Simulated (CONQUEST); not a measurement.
# Run report: Be, molecular dynamics (part 2 of 2)

Be (2 atoms in the cell); Kohn-Sham DFT of a periodic cell, PBEsol, PseudoDojo NC PBEsol, no spin polarisation (CONQUEST 1.3); 7×7×7 k-mesh, fermi-dirac of 0.1 eV. The structure derives from a Materials Project entry. It belongs to a series of runs on one base structure; here: atoms of the box moved at random by about 0.05 A.

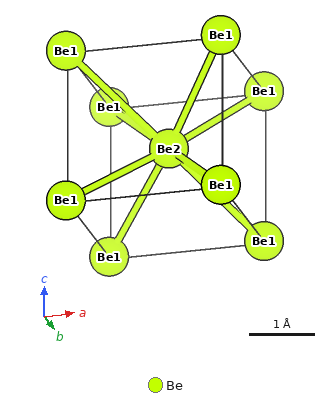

Fig. 1: The geometry at step 5 of the log (ball-and-stick view of the cell of the calculation, seen at an oblique angle; atoms are numbered from 1 in the order of the input).

## The program's output, continued
```
    MD step:      6 KE:         0.00180526 Ha IntEnergy:         -27.73694212 Ha TotalEnergy:         -27.73513686 Ha
    Ionic temperature       :    190.02184160 K
    Maximum force:               0.01113556 Ha/a0
    Force Residual:              0.01439868 Ha/a0
    Energy change:               0.00033562 Ha
    Conserved quantity H'   :    -27.72926621 Ha
    Components of conserved quantity
    Kinetic energy          :      0.00180526 Ha
    Potential energy        :    -27.73694212 Ha
    Nose-Hoover energy      :      0.00608191 Ha

      Simulation cell dimensions:     4.7361 a0 x     4.7361 a0 x     4.7361 a0

      Atomic coordinates (a0)
         Atom         X         Y         Z  Species
            1    4.6743    4.7268    0.0860        1
            2    2.4601    2.3267    2.3230        1
    get_T_and_KE: KE:     0.001720 Ha
    get_T_and_KE: T:    181.035690 K
    get_P_and_stress:  P:     2.869170 GPa
    get_P_and_stress: PV:     0.000000 Ha
    write_md_data: starting

    md_run: iteration     7
    integrate_pt: first call
    update_pos_and_box: starting

    Screened ion int: energy:     -11.375925302418 Ha

      PulayMixSC: Starting Pulay mixing, A_up =  0.500 A_dn =  0.500
      PulayMixSC: Spin non-polarised calculation.
          Harris-Foulkes Energy            :       -27.736604851630396 Ha
          Free Energy (E-TS)               :       -27.737023968365303 Ha
      PulayMixSC: Pulay iteration     1 residual:              0.11660E-03
          Harris-Foulkes Energy            :       -27.736603040753330 Ha
          Free Energy (E-TS)               :       -27.737022310971124 Ha
      PulayMixSC: Pulay iteration     2 residual:              0.43653E-04
          Harris-Foulkes Energy            :       -27.736602164274075 Ha
          Free Energy (E-TS)               :       -27.737021515413137 Ha
      PulayMixSC: Pulay iteration     3 residual:              0.41428E-05
      PulayMixSC: Reached SCF tolerance of  0.41428E-05 after      3 iterations
      | Number of electrons      =         7.999997
      | GS Energy as E-(1/2)TS   =       -27.736811839843604 Ha
      | Free Energy as E-TS      =       -27.737021515413137 Ha
      |* Harris-Foulkes energy   =       -27.736602164274075 Ha
      |* DFT total energy        =       -27.736602163544966 Ha

      force: Maximum force :        0.01306835(Ha/a0) on atom         2 in x direction
      force: Force Residual:        0.01643999 Ha/a0
      force: Total stress:         -1.96197068    -3.70397210    -2.24599468 GPa
      force: Average pressure:      2.63731248 GPa

      get_E_and_F: Change in energy during last step of electronic optimisation:  0.87648E-06
    integrate_pt: second call

    MD step:      7 KE:         0.00130649 Ha IntEnergy:         -27.73660216 Ha TotalEnergy:         -27.73529568 Ha
    Ionic temperature       :    137.52063197 K
    Maximum force:               0.01306835 Ha/a0
    Force Residual:              0.01643999 Ha/a0
    Energy change:               0.00033996 Ha
    Conserved quantity H'   :    -27.72921377 Ha
    Components of conserved quantity
    Kinetic energy          :      0.00130649 Ha
    Potential energy        :    -27.73660216 Ha
    Nose-Hoover energy      :      0.00621917 Ha

      Simulation cell dimensions:     4.7361 a0 x     4.7361 a0 x     4.7361 a0

      Atomic coordinates (a0)
         Atom         X         Y         Z  Species
            1    4.6644    4.7228    0.0923        1
            2    2.4700    2.3307    2.3166        1
    get_T_and_KE: KE:     0.001255 Ha
    get_T_and_KE: T:    132.097979 K
    get_P_and_stress:  P:     2.869017 GPa
    get_P_and_stress: PV:     0.000000 Ha
    write_md_data: starting

    md_run: iteration     8
    integrate_pt: first call
    update_pos_and_box: starting

    Screened ion int: energy:     -11.374625014805 Ha

      PulayMixSC: Starting Pulay mixing, A_up =  0.500 A_dn =  0.500
      PulayMixSC: Spin non-polarised calculation.
          Harris-Foulkes Energy            :       -27.736288153437535 Ha
          Free Energy (E-TS)               :       -27.736703596525011 Ha
      PulayMixSC: Pulay iteration     1 residual:              0.98255E-04
          Harris-Foulkes Energy            :       -27.736286394380848 Ha
          Free Energy (E-TS)               :       -27.736701978491332 Ha
      PulayMixSC: Pulay iteration     2 residual:              0.36811E-04
          Harris-Foulkes Energy            :       -27.736285320727617 Ha
          Free Energy (E-TS)               :       -27.736700979369967 Ha
      PulayMixSC: Pulay iteration     3 residual:              0.35057E-05
      PulayMixSC: Reached SCF tolerance of  0.35057E-05 after      3 iterations
      | Number of electrons      =         7.999998
      | GS Energy as E-(1/2)TS   =       -27.736493150048791 Ha
      | Free Energy as E-TS      =       -27.736700979369967 Ha
      |* Harris-Foulkes energy   =       -27.736285320727617 Ha
      |* DFT total energy        =       -27.736285320200977 Ha

      force: Maximum force :        0.01465297(Ha/a0) on atom         2 in x direction
      force: Force Residual:        0.01814117 Ha/a0
      force: Total stress:         -2.04312070    -3.94005691    -2.27088540 GPa
      force: Average pressure:      2.75135434 GPa

      get_E_and_F: Change in energy during last step of electronic optimisation:  0.10737E-05
    integrate_pt: second call

    MD step:      8 KE:         0.00089362 Ha IntEnergy:         -27.73628532 Ha TotalEnergy:         -27.73539170 Ha
    Ionic temperature       :     94.06273312 K
    Maximum force:               0.01465297 Ha/a0
    Force Residual:              0.01814117 Ha/a0
    Energy change:               0.00031684 Ha
    Conserved quantity H'   :    -27.72917252 Ha
    Components of conserved quantity
    Kinetic energy          :      0.00089362 Ha
    Potential energy        :    -27.73628532 Ha
    Nose-Hoover energy      :      0.00630216 Ha

      Simulation cell dimensions:     4.7361 a0 x     4.7361 a0 x     4.7361 a0

      Atomic coordinates (a0)
         Atom         X         Y         Z  Species
            1    4.6562    4.7187    0.0974        1
            2    2.4781    2.3347    2.3115        1
    get_T_and_KE: KE:     0.000866 Ha
    get_T_and_KE: T:     91.103369 K
    get_P_and_stress:  P:     2.911153 GPa
    get_P_and_stress: PV:     0.000000 Ha
    write_md_data: starting

    md_run: iteration     9
    integrate_pt: first call
    update_pos_and_box: starting

    Screened ion int: energy:     -11.373527616847 Ha

      PulayMixSC: Starting Pulay mixing, A_up =  0.500 A_dn =  0.500
      PulayMixSC: Spin non-polarised calculation.
          Harris-Foulkes Energy            :       -27.736015281153016 Ha
          Free Energy (E-TS)               :       -27.736427459597465 Ha
      PulayMixSC: Pulay iteration     1 residual:              0.80199E-04
          Harris-Foulkes Energy            :       -27.736014501508130 Ha
          Free Energy (E-TS)               :       -27.736426806355212 Ha
      PulayMixSC: Pulay iteration     2 residual:              0.30059E-04
          Harris-Foulkes Energy            :       -27.736014322460306 Ha
          Free Energy (E-TS)               :       -27.736426698568796 Ha
      PulayMixSC: Pulay iteration     3 residual:              0.28744E-05
      PulayMixSC: Reached SCF tolerance of  0.28744E-05 after      3 iterations
      | Number of electrons      =         7.999996
      | GS Energy as E-(1/2)TS   =       -27.736220510514549 Ha
      | Free Energy as E-TS      =       -27.736426698568796 Ha
      |* Harris-Foulkes energy   =       -27.736014322460306 Ha
      |* DFT total energy        =       -27.736014322104197 Ha

      force: Maximum force :        0.01588863(Ha/a0) on atom         2 in x direction
      force: Force Residual:        0.01947422 Ha/a0
      force: Total stress:         -2.18143233    -4.12831907    -2.32862560 GPa
      force: Average pressure:      2.87945900 GPa

      get_E_and_F: Change in energy during last step of electronic optimisation:  0.17905E-06
    integrate_pt: second call

    MD step:      9 KE:         0.00056976 Ha IntEnergy:         -27.73601432 Ha TotalEnergy:         -27.73544456 Ha
    Ionic temperature       :     59.97336825 K
    Maximum force:               0.01588863 Ha/a0
    Force Residual:              0.01947422 Ha/a0
    Energy change:               0.00027100 Ha
    Conserved quantity H'   :    -27.72914240 Ha
    Components of conserved quantity
    Kinetic energy          :      0.00056976 Ha
    Potential energy        :    -27.73601432 Ha
    Nose-Hoover energy      :      0.00634862 Ha

      Simulation cell dimensions:     4.7361 a0 x     4.7361 a0 x     4.7361 a0

      Atomic coordinates (a0)
         Atom         X         Y         Z  Species
            1    4.6497    4.7146    0.1012        1
            2    2.4846    2.3387    2.3077        1
    get_T_and_KE: KE:     0.000556 Ha
    get_T_and_KE: T:     58.560927 K
    get_P_and_stress:  P:     2.982177 GPa
    get_P_and_stress: PV:     0.000000 Ha
    write_md_data: starting

    md_run: iteration    10
    integrate_pt: first call
    update_pos_and_box: starting

    Screened ion int: energy:     -11.372695148147 Ha

      PulayMixSC: Starting Pulay mixing, A_up =  0.500 A_dn =  0.500
      PulayMixSC: Spin non-polarised calculation.
          Harris-Foulkes Energy            :       -27.735807223886503 Ha
          Free Energy (E-TS)               :       -27.736216948507675 Ha
      PulayMixSC: Pulay iteration     1 residual:              0.63062E-04
          Harris-Foulkes Energy            :       -27.735807039474750 Ha
          Free Energy (E-TS)               :       -27.736216863701003 Ha
      PulayMixSC: Pulay iteration     2 residual:              0.23623E-04
          Harris-Foulkes Energy            :       -27.735806254756383 Ha
          Free Energy (E-TS)               :       -27.736216128085694 Ha
      PulayMixSC: Pulay iteration     3 residual:              0.22676E-05
      PulayMixSC: Reached SCF tolerance of  0.22676E-05 after      3 iterations
      | Number of electrons      =         7.999998
      | GS Energy as E-(1/2)TS   =       -27.736011191421039 Ha
      | Free Energy as E-TS      =       -27.736216128085694 Ha
      |* Harris-Foulkes energy   =       -27.735806254756383 Ha
      |* DFT total energy        =       -27.735806254534332 Ha

      force: Maximum force :        0.01678087(Ha/a0) on atom         2 in x direction
      force: Force Residual:        0.02044536 Ha/a0
      force: Total stress:         -2.30774457    -4.25257229    -2.38319501 GPa
      force: Average pressure:      2.98117063 GPa

      get_E_and_F: Change in energy during last step of electronic optimisation:  0.78472E-06
    integrate_pt: second call

    MD step:     10 KE:         0.00033678 Ha IntEnergy:         -27.73580625 Ha TotalEnergy:         -27.73546947 Ha
    Ionic temperature       :     35.44984593 K
    Maximum force:               0.01678087 Ha/a0
    Force Residual:              0.02044536 Ha/a0
    Energy change:               0.00020807 Ha
    Conserved quantity H'   :    -27.72912085 Ha
    Components of conserved quantity
    Kinetic energy          :      0.00033678 Ha
    Potential energy        :    -27.73580625 Ha
    Nose-Hoover energy      :      0.00637346 Ha

      Simulation cell dimensions:     4.7361 a0 x     4.7361 a0 x     4.7361 a0

      Atomic coordinates (a0)
         Atom         X         Y         Z  Species
            1    4.6448    4.7106    0.1037        1
            2    2.4894    2.3427    2.3052        1
    get_T_and_KE: KE:     0.000331 Ha
    get_T_and_KE: T:     34.889661 K
    get_P_and_stress:  P:     3.042368 GPa
    get_P_and_stress: PV:     0.000000 Ha
    write_md_data: starting

    BIBLIOGRAPHY: Please consider citing the following references in the conquest.bib file

    CONQUEST:         Bowler2002pt, Miyazaki2004, Nakata2020
    Basis:            Bowler2019
    DM:               Bowler:2006xr
    Pseudopotentials: Hamann2013, Bowler2019
    MD:               Arita2014, Martyna1996, Hirakawa2017
    XC references from LibXC:
```

## File coords.dat
```
    4.7361107987     0.0000000000     0.0000000000
    0.0000000000     4.7361107987     0.0000000000
    0.0000000000     0.0000000000     4.7361107987
2
  0.0062970000   0.0028360000   0.0045390000 1 T T T
  0.5000420000   0.4865490000   0.5040080000 1 T T T
```

## Trajectory as extended XYZ (Å, eV, eV/Å), 11 frames, from step=0 to step=10
```
2
Lattice="2.5062 0.0000 0.0000 0.0000 2.5062 0.0000 0.0000 0.0000 2.5062" Properties=species:S:1:pos:R:3:forces:R:3 step=0 time_fs=0.0 energy=-754.79062 temperature=600.0 pressure_GPa=1.05
Be    0.0158    0.0071    0.0114   -0.0376  -0.2615   0.0469
Be    1.2532    1.2194    1.2632    0.1152   0.2016   0.0462
2
Lattice="2.5062 0.0000 0.0000 0.0000 2.5062 0.0000 0.0000 0.0000 2.5062" Properties=species:S:1:pos:R:3:forces:R:3 step=1 time_fs=1.0 energy=-754.79137 temperature=521.2 pressure_GPa=3.49
Be    0.0058    0.0053    0.0186    0.0538  -0.2428  -0.0180
Be    1.2633    1.2212    1.2560    0.0144   0.1705   0.1196
2
Lattice="2.5062 0.0000 0.0000 0.0000 2.5062 0.0000 0.0000 0.0000 2.5062" Properties=species:S:1:pos:R:3:forces:R:3 step=2 time_fs=2.0 energy=-754.78927 temperature=443.3 pressure_GPa=3.31
Be    2.5028    0.0033    0.0253    0.1433  -0.2278  -0.0967
Be    1.2726    1.2231    1.2494   -0.0948   0.1543   0.1930
2
Lattice="2.5062 0.0000 0.0000 0.0000 2.5062 0.0000 0.0000 0.0000 2.5062" Properties=species:S:1:pos:R:3:forces:R:3 step=3 time_fs=3.0 energy=-754.78472 temperature=369.2 pressure_GPa=3.14
Be    2.4942    0.0014    0.0313    0.2401  -0.2116  -0.1951
Be    1.2811    1.2251    1.2434   -0.2122   0.1439   0.2649
2
Lattice="2.5062 0.0000 0.0000 0.0000 2.5062 0.0000 0.0000 0.0000 2.5062" Properties=species:S:1:pos:R:3:forces:R:3 step=4 time_fs=4.0 energy=-754.77802 temperature=300.3 pressure_GPa=3.02
Be    2.4865    2.5055    0.0367    0.3432  -0.1913  -0.2987
Be    1.2888    1.2271    1.2380   -0.3369   0.1316   0.3377
2
Lattice="2.5062 0.0000 0.0000 0.0000 2.5062 0.0000 0.0000 0.0000 2.5062" Properties=species:S:1:pos:R:3:forces:R:3 step=5 time_fs=5.0 energy=-754.76977 temperature=237.3 pressure_GPa=2.92
Be    2.4796    2.5035    0.0414    0.4461  -0.1676  -0.3954
Be    1.2958    1.2291    1.2333   -0.4585   0.1142   0.4053
2
Lattice="2.5062 0.0000 0.0000 0.0000 2.5062 0.0000 0.0000 0.0000 2.5062" Properties=species:S:1:pos:R:3:forces:R:3 step=6 time_fs=6.0 energy=-754.76064 temperature=181.0 pressure_GPa=2.87
Be    2.4735    2.5013    0.0455    0.5422  -0.1412  -0.4782
Be    1.3018    1.2312    1.2293   -0.5726   0.0901   0.4667
2
Lattice="2.5062 0.0000 0.0000 0.0000 2.5062 0.0000 0.0000 0.0000 2.5062" Properties=species:S:1:pos:R:3:forces:R:3 step=7 time_fs=7.0 energy=-754.75139 temperature=132.1 pressure_GPa=2.87
Be    2.4683    2.4992    0.0489    0.6286  -0.1121  -0.5452
Be    1.3070    1.2333    1.2259   -0.6720   0.0620   0.5187
2
Lattice="2.5062 0.0000 0.0000 0.0000 2.5062 0.0000 0.0000 0.0000 2.5062" Properties=species:S:1:pos:R:3:forces:R:3 step=8 time_fs=8.0 energy=-754.74277 temperature=91.1 pressure_GPa=2.91
Be    2.4639    2.4970    0.0516    0.7030  -0.0822  -0.5983
Be    1.3114    1.2355    1.2232   -0.7535   0.0324   0.5593
2
Lattice="2.5062 0.0000 0.0000 0.0000 2.5062 0.0000 0.0000 0.0000 2.5062" Properties=species:S:1:pos:R:3:forces:R:3 step=9 time_fs=9.0 energy=-754.73539 temperature=58.6 pressure_GPa=2.98
Be    2.4605    2.4949    0.0536    0.7637  -0.0522  -0.6369
Be    1.3148    1.2376    1.2212   -0.8170   0.0014   0.5886
2
Lattice="2.5062 0.0000 0.0000 0.0000 2.5062 0.0000 0.0000 0.0000 2.5062" Properties=species:S:1:pos:R:3:forces:R:3 step=10 time_fs=10.0 energy=-754.72973 temperature=34.9 pressure_GPa=3.04
Be    2.4579    2.4927    0.0549    0.8093  -0.0218  -0.6629
Be    1.3173    1.2397    1.2198   -0.8629  -0.0283   0.6085
```

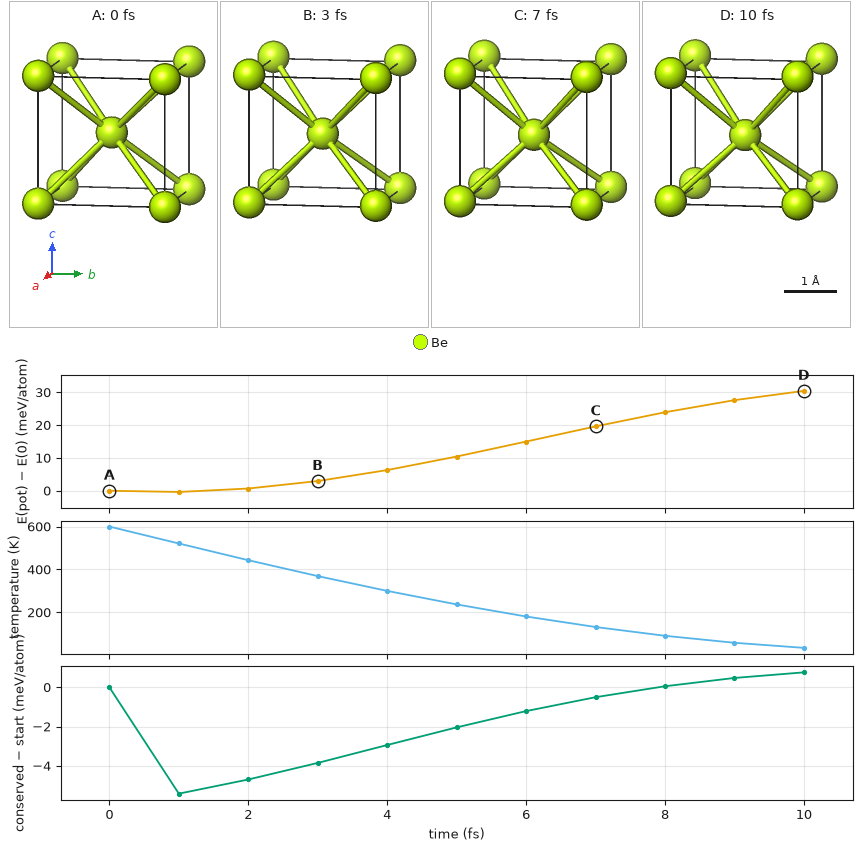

Fig. 2: Frames of the molecular dynamics (ball-and-stick, simulation cell, seen slightly off an axis) above the curves, on which the letters mark them. The trajectory kept here has 11 frames over 10 fs. The temperature starts at 600 K, ranges from 35 to 600 K and averages 123 K over the second half. The potential energy ends 30.4 meV/atom above its first value. The conserved quantity stays within 6.2 meV/atom. With the common drift removed, the root-mean-square displacement is 0.08 Å.

This output came from the following input.

## The input
```
IO.Title Be
IO.Coordinates coords.dat
IO.FractionalAtomicCoords T
IO.Iprint 2
IO.Iprint_init 1
General.NumberOfSpecies 1
General.PseudopotentialType hamann
AtomMove.TypeOfRun md
Grid.GridCutoff 120
DM.SolutionMethod diagon
Diag.MPMesh T
Diag.GammaCentred T
Diag.MPMeshX 7
Diag.MPMeshY 7
Diag.MPMeshZ 7
Diag.kT 0.00367493
minE.SCTolerance 1e-5
SC.MaxIters 100
IO.AtomChargeOutput T
AtomMove.NumSteps 10
AtomMove.WriteExtXYZ T
AtomMove.OutputFreq 1
AtomMove.WriteXSF F
AtomMove.IonTemperature 600
AtomMove.Timestep 1
MD.Ensemble nvt
General.RNGSeed 73
MD.Thermostat nhc
MD.tauT 50
%block ChemicalSpeciesLabel
1 9.010 Be
%endblock
```

Launch command:
```bash
Conquest
```

## Summary

```json
{"quantity": "outcome", "value": "finished"}
{"quantity": "mean temperature over the second half", "value": "123 K"}
{"quantity": "trajectory", "value": "11 frames kept, 10 fs"}
{"quantity": "space group of the start (tolerance 0.01 Å)", "value": "P2₁/m (11)"}
{"quantity": "electrons treated", "value": "8"}
{"quantity": "potential energy (free energy of the electrons) (a single point apart from the frames shown)", "value": "−754.7409 eV"}
{"quantity": "Fermi energy of the self-consistent step (a single point apart from the frames shown)", "value": "−7.524 eV"}
{"quantity": "gap on the k-point mesh (a single point apart from the frames shown)", "value": "none (metallic)"}
{"quantity": "final volume (a single point apart from the frames shown)", "value": "15.74 Å³"}
{"quantity": "hardware", "value": "1 thread of Intel Xeon (Sapphire Rapids), 16 GiB of memory available, shared host"}
{"quantity": "wall time", "value": "63 s"}
{"quantity": "peak memory", "value": "0.19 GiB"}
```

## Remarks

Points of doubt noted for this run: small atomic basis. So short a trajectory is not equilibrated.
